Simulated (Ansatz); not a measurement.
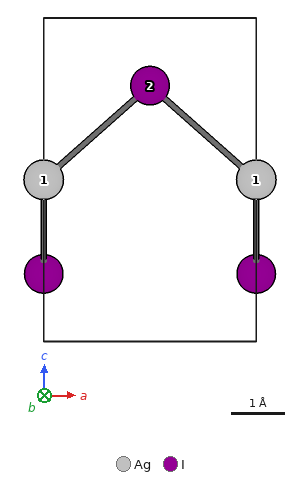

A scan of crystalline AgI2 (P-4m2): the ratio of the cell's length along z to its lengths across, counted as 1 for the reference, is changed at fixed volume (a c/a path), with the atoms kept at their fractional coordinates. x, y and z are the Cartesian axes of the input. The picture shows the reference cell. Style: ball-and-stick. Shown: the cell of the calculation, along the b axis.

These are results of DFT PBEsol, scalar-relativistic, plane waves, PAW (Ansatz 0.2.0), not measurements. (plane-wave cutoff 420 eV; k-point mesh 14 × 14 × 10; occupations gaussian; smearing width 0.15 eV; no spin polarisation). Energies (free energies at the smearing named) are counted from the relaxed crystal.

The input:
```yaml
crystal:
  lattice:
    - [4.0626997374, 0.0, 0.0]
    - [0.0, 4.0626997374, 0.0]
    - [0.0, 0.0, 6.1833107441]
  atoms:
    - { symbol: Ag, position: [0.0, 0.0, 0.5] }
    - { symbol: I, position: [0.5, 0.0, 0.791027265] }
    - { symbol: I, position: [0.0, 0.5, 0.208972735] }
basis:
  ecutwfc: 420
kpoints:
  mp_grid: { grid: [14, 14, 10] }
hamiltonian:
  xc: pbesol
scf:
  occupations: { method: gaussian, width: 0.15 }
output:
  forces: true
  stress: true
  eigenvalues: true
```

Command:
```bash
ansatz run input.yaml --threads 1 --pin off --max-ram 2560MiB --backend cpu --events-out ev --progress --plain --runs-dir out
```

**What energies does the calculation give (the relative ratio: 0.85, 0.92, 0.96, 1.00, 1.10, 1.20)?**

| axial ratio over its reference value | energy change (meV/atom) |
| --- | --- |
| 0.85 | 17.8 |
| 0.92 | 5.6 |
| 0.96 | 1.5 |
| 1.00 | 0.0 |
| 1.10 | 6.0 |
| 1.20 | 19.1 |

The lowest computed point lies at the relative ratio 1.00 (0.0 meV/atom). At the ends of the scan the energy is 17.8 meV/atom (0.85) and 19.1 meV/atom (1.20). The distortion keeps the space group P-4m2. At the relative ratio 1.20 the cell of the drawing goes a 4.063 → 3.823 Å, b 4.063 → 3.823 Å, c 6.183 → 6.982 Å.

Limits of the set-up: an odd number of electrons was run without spin polarisation, which fails if the electron would localise.
